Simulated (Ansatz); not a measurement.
**Rh: geometry relaxation (part 2 of 2)**

Continued. System: Rh (I4₁/amd, 2 atoms in the cell). Method: DFT, PBE, PAW with Ansatz's default frozen-core files, scalar-relativistic, no spin polarisation (Ansatz 0.2.0); cutoff 420 eV, 18×18×18 k-mesh, Fermi–Dirac smearing of 0.08 eV. Its volume is 0.65 times that of the source entry. It belongs to a series of runs on one base structure; here: shape and atoms relaxed at 0.65 of the volume.

Geometry of the input (Å; fractional positions):
```
-2.0741  2.0741  1.1799
2.0741  -2.0741  1.1799
2.0741  2.0741  -1.1799
Rh -0.3750  -0.1250  -0.2500
Rh 0.3750  0.1250  0.2500
```

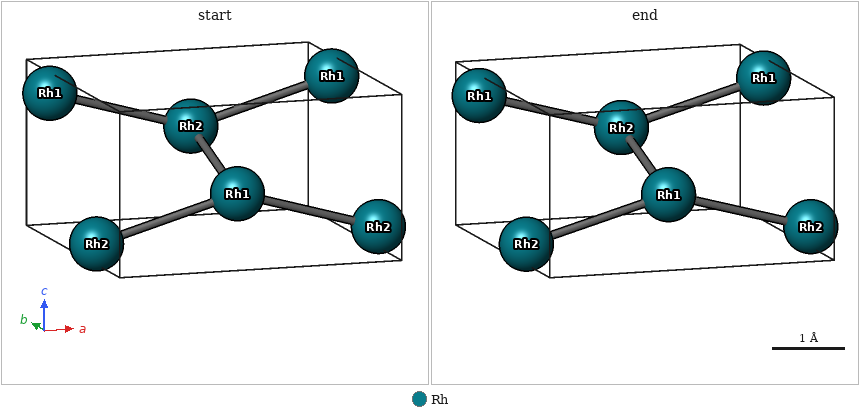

**Figure 1.** Before (left) and after (right) the relaxation, at one scale (ball-and-stick view of the cell 2 times as large as that of the calculation, set on its symmetry axes, seen slightly off an axis). The energy falls by 42.3 meV per cell of the calculation in 3 geometry steps. All forces vanish by symmetry, so only the cell relaxes. The pressure goes from 253.57 to 251.92 GPa. The atoms keep their places relative to the cell (all moves are under 0.005 Å). The drawn cell changes at constant volume: a = b 4.148 → 4.186 Å (+0.9 %), c 2.360 → 2.317 Å (−1.8 %). Among the contacts that change: Rh1–Rh1 2.360 → 2.317 Å, Rh1–Rh2 2.156 → 2.172 Å. The space group stays I4_1/amd (No. 141). A last SCF at the same geometry on a re-selected plane-wave basis shifts the energy by next to nothing (0.0 meV per cell of the calculation). (Atoms are counted from 1 in the order of the input.)

```
basis re-selected at this cell: Δ(F+E_penalty+E_count) = -2.421e-5 eV, ΔP = -0.004 GPa vs the last step (what re-selecting the basis moved, of the pressure what is left beyond the Pulay correction that the steps carried, after the strain that the cell walked since its last selection, with what the two solves' SCF thresholds leave and, on support functions, any second-order correction that the steps lacked; it is no measure of the basis error at this ecutwfc). This SCF's stress stands 1.79e-2 GPa from its target on what of the cell is left free (relax.cell.stress_tol is 2.70e-1 GPa) and its largest allowed force component is 6.94e-18 eV/Å (relax.f_tol is 5.00e-3 eV/Å): within both
SCF converged after 8 iterations
Free energy (F): -12799.049949 eV
Harris-Foulkes:  -12799.049949 eV  (|F-HF|=0.00e0)
Internal energy: -12799.013311 eV  (E = F + TS)
E sigma→0 (E₀):  -12799.031630 eV
Entropy (-TS):   -0.036638 eV (-18.319 meV/atom)
Fermi energy:    32.573599 eV
--- Per-component energies (eV) ---
  E_band       = 128.915511
  E_kinetic    = 1187.326931
  E_local      = -2504.164384  (includes V_loc(G=0)·N_el)
  E_nonlocal   = 723.259614
  E_hartree    = 923.421955
  E_xc         = -454.716767
  E_vxc        = -572.088777  (∫ρ·V_xc dr)
  E_paw        = -7181.043056  (= ΣΔE_a)
  E_vpaw       = -552.263561  (= ΣTr[D̂ρ^β])
  E_aug_tail   = 0.001777  (compensation charges beyond the density's cutoff)
  E_ewald      = -5493.099381
  E_smearing   = -0.036638  (= −TS)
  E_closure    = 0.000000  (closes the sum)
  Σ components = -12799.049949   (vs F -12799.049949, Δ=0.00e0)
--- Forces (eV/Å), atoms counted from 1 ---
  atom   1  Rh     0.00000000    -0.00000000     0.00000000
  atom   2  Rh    -0.00000000     0.00000000     0.00000000
  max |Σ_I F_I| component: 1.39e-17 eV/Å
--- Stress (GPa, compression-positive) ---
      251.929448       0.000000       0.000000
        0.000000     251.929448       0.000000
        0.000000       0.000000     251.902612
  P = ⅓ Tr σ = 251.9205 GPa (2519.205 kbar)
--- Band table (eV; the first three rows and the last of 480) ---
  k-point 0: bands = ["-47.6388", "-46.6808", "-16.3756", "-16.3756", "-14.2537", "-14.2191", "-14.0740", "-14.0740", "21.9377", "22.5251", "23.9767", "25.3661", "25.9768", "30.8053", "30.8053", "30.8967", "30.8967", "34.4812", "36.3984", "41.1027", "41.1027"]
  k-point 1: bands = ["-47.6316", "-46.6881", "-16.3621", "-16.3620", "-14.2859", "-14.2171", "-14.0961", "-14.0608", "22.0045", "22.6001", "24.0228", "25.3349", "25.9436", "30.8122", "30.8563", "30.9374", "30.9477", "34.3991", "36.0813", "40.8821", "41.4629"]
  k-point 2: bands = ["-47.6102", "-46.7099", "-16.3215", "-16.3213", "-14.3648", "-14.2112", "-14.1612", "-14.0381", "22.2025", "22.8187", "24.1610", "25.2488", "25.8561", "30.8235", "30.9992", "31.0558", "31.0862", "34.1611", "35.3414", "40.2552", "42.3349"]
  k-point 479: bands = ["-47.1491", "-47.1491", "-16.8307", "-16.8307", "-14.2523", "-14.2523", "-13.7852", "-13.7852", "24.6666", "24.6666", "26.1590", "26.1590", "30.0550", "30.0550", "31.1008", "31.1008", "31.5590", "31.5590", "32.5062", "32.5062", "44.1001"]
--- Relaxed structure (4 steps of the walk, 4 accepted, 1 SCFs on fresh bases) ---
  F+E_penalty+E_count = -12799.04994898 eV   max|allowed force component| = 6.939e-18 eV/Å   (the final SCF, on the basis selected at the relaxed cell)
  cell:  # Å, volume = 20.3031 Å³
    - [-2.093205843348111, 2.093205843348111, 1.15845552629297]
    - [2.093205843348111, -2.093205843348111, 1.15845552629297]
    - [2.093205843348111, 2.093205843348111, -1.15845552629297]
  atoms:
    - { symbol: Rh, position: [-0.37499999999999994, -0.12500000000000003, -0.24999999999999997] }
    - { symbol: Rh, position: [0.37499999999999994, 0.12500000000000003, 0.24999999999999997] }
```

File rho_z.tsv:
```
# z_ang	rho[e/angstrom^3]
# format = ansatz-planar-average/11
# lattice	-2.093205843	2.093205843	1.158455526
# lattice	2.093205843	-2.093205843	1.158455526
# lattice	2.093205843	2.093205843	-1.158455526
# sites	2
# site	45	-0.000000000	-1.046602922	-0.289613882
# site	45	0.000000000	1.046602922	0.289613882
0.000000	9.481006e-1
0.132452	1.049402e0
0.264904	1.317436e0
0.397355	1.673722e0
0.529807	2.031836e0
0.662259	2.300728e0
0.794711	2.401062e0
0.927162	2.300728e0
1.059614	2.031836e0
1.192066	1.673722e0
1.324518	1.317436e0
1.456970	1.049402e0
1.589421	9.481006e-1
1.721873	1.049402e0
1.854325	1.317436e0
1.986777	1.673722e0
2.119228	2.031836e0
2.251680	2.300728e0
2.384132	2.401062e0
2.516584	2.300728e0
2.649036	2.031836e0
2.781487	1.673722e0
2.913939	1.317436e0
3.046391	1.049402e0
```

File v_z.tsv:
```
# z_ang	v_es[eV]	v_tot[eV]
# format = ansatz-planar-average/11
# xc	pbe
# density_cutoff_ev	1680
# datasets	Rh=:simpson_from_first_knot:soft
# lattice	-2.093205843	2.093205843	1.158455526
# lattice	2.093205843	-2.093205843	1.158455526
# lattice	2.093205843	2.093205843	-1.158455526
# sites	2
# site	45	-0.000000000	-1.046602922	-0.289613882
# site	45	0.000000000	1.046602922	0.289613882
0.000000	1.833499e1	3.725028e0
0.132452	1.742736e1	2.676311e0
0.264904	1.504454e1	-9.600123e-2
0.397355	1.210198e1	-3.564704e0
0.529807	9.536148e0	-6.630413e0
0.662259	7.846000e0	-8.661121e0
0.794711	7.259439e0	-9.366104e0
0.927162	7.846000e0	-8.661121e0
1.059614	9.536148e0	-6.630413e0
1.192066	1.210198e1	-3.564704e0
1.324518	1.504454e1	-9.600123e-2
1.456970	1.742736e1	2.676311e0
1.589421	1.833499e1	3.725028e0
1.721873	1.742736e1	2.676311e0
1.854325	1.504454e1	-9.600123e-2
1.986777	1.210198e1	-3.564704e0
2.119228	9.536148e0	-6.630413e0
2.251680	7.846000e0	-8.661121e0
2.384132	7.259439e0	-9.366104e0
2.516584	7.846000e0	-8.661121e0
2.649036	9.536148e0	-6.630413e0
2.781487	1.210198e1	-3.564704e0
2.913939	1.504454e1	-9.600123e-2
3.046391	1.742736e1	2.676311e0
```

Trajectory as extended XYZ (Å, eV, eV/Å), 5 frames, from step=1 to step=5:
```
2
Lattice="-2.0741 2.0741 1.1799 2.0741 -2.0741 1.1799 2.0741 2.0741 -1.1799" Properties=species:S:1:pos:R:3:forces:R:3 step=1 energy=-12799.00759 pressure_GPa=253.57
Rh    0.0000   -1.0371   -0.2950    0.0000   0.0000   0.0000
Rh    0.0000    1.0371    0.2950    0.0000   0.0000   0.0000
2
Lattice="-2.0990 2.0990 1.1521 2.0990 -2.0990 1.1521 2.0990 2.0990 -1.1521" Properties=species:S:1:pos:R:3:forces:R:3 step=2 energy=-12799.04598 pressure_GPa=251.72
Rh    0.0000   -1.0495   -0.2880    0.0000   0.0000   0.0000
Rh    0.0000    1.0495    0.2880    0.0000   0.0000   0.0000
2
Lattice="-2.0930 2.0930 1.1587 2.0930 -2.0930 1.1587 2.0930 2.0930 -1.1587" Properties=species:S:1:pos:R:3:forces:R:3 step=3 energy=-12799.04992 pressure_GPa=251.93
Rh    0.0000   -1.0465   -0.2897    0.0000   0.0000   0.0000
Rh    0.0000    1.0465    0.2897    0.0000   0.0000   0.0000
2
Lattice="-2.0932 2.0932 1.1585 2.0932 -2.0932 1.1585 2.0932 2.0932 -1.1585" Properties=species:S:1:pos:R:3:forces:R:3 step=4 energy=-12799.04992 pressure_GPa=251.92
Rh    0.0000   -1.0466   -0.2896    0.0000   0.0000   0.0000
Rh    0.0000    1.0466    0.2896    0.0000   0.0000   0.0000
2
Lattice="-2.0932 2.0932 1.1585 2.0932 -2.0932 1.1585 2.0932 2.0932 -1.1585" Properties=species:S:1:pos:R:3:forces:R:3 step=5 energy=-12799.04995 pressure_GPa=251.92
Rh    0.0000   -1.0466   -0.2896    0.0000   0.0000   0.0000
Rh    0.0000    1.0466    0.2896    0.0000   0.0000   0.0000
```

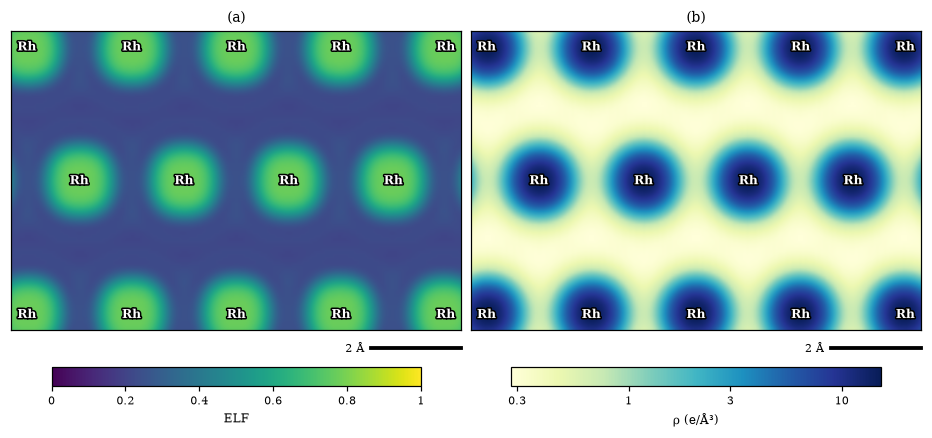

**Figure 2.** (a) ELF; (b) valence pseudo-density on the (110) plane of the conventional cell. Atoms in the plane: Rh. Rh–Rh (2.32 Å): ρ at the midpoint is about 0.73 e/Å³; the ELF is about 0.25 at the midpoint (no localised pair between them). Away from the nuclei the density in this plane falls to 0.28 e/Å³ at its lowest. The strong features right at Rh lie inside the PAW spheres (semicore, d or f shells) and say nothing about bonding. In a PAW calculation such maps are meaningful between the atoms, not at the nuclei.

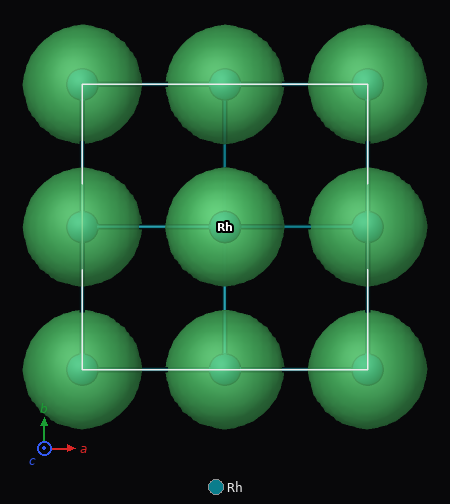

**Figure 3.** Isosurface of the valence charge density (pseudo) at 1.5 e/Å³ (green), seen along the c axis. Sticks mark near contacts. The outline is the cell set on symmetry axes. At this value the density breaks into separate islands; it holds about 75 % of the electrons treated as valence (semicore included). It is pinched off along the Rh–Rh (2.17 Å) and Rh–Rh (2.32 Å) contacts. On the grid the lowest density along these lines, outside the cores, is 0.99 e/Å³ (Rh–Rh, 2.17 Å) and 0.73 e/Å³ (Rh–Rh, 2.32 Å).

Results in brief:

| quantity | value |
| --- | --- |
| outcome | converged |
| space group (tolerance 0.01 Å) | I4₁/amd (141) |
| electrons treated | 34 |
| free energy | −12799.0499 eV |
| Fermi energy | 32.574 eV |
| pressure | 251.92 GPa |
| final volume | 20.30 Å³ |
| largest force (length of the vector) at the end | under 0.001 eV/Å |
| final cell | a = 3.179 Å, b = 3.179 Å, c = 3.179 Å, α = 97.63°, β = 97.63°, γ = 137.26° |
| wall time | 54 s |
| peak memory | 0.46 GiB |

Notes:

The cell is under a pressure of 252 GPa at this level, so it is not at its equilibrium volume.
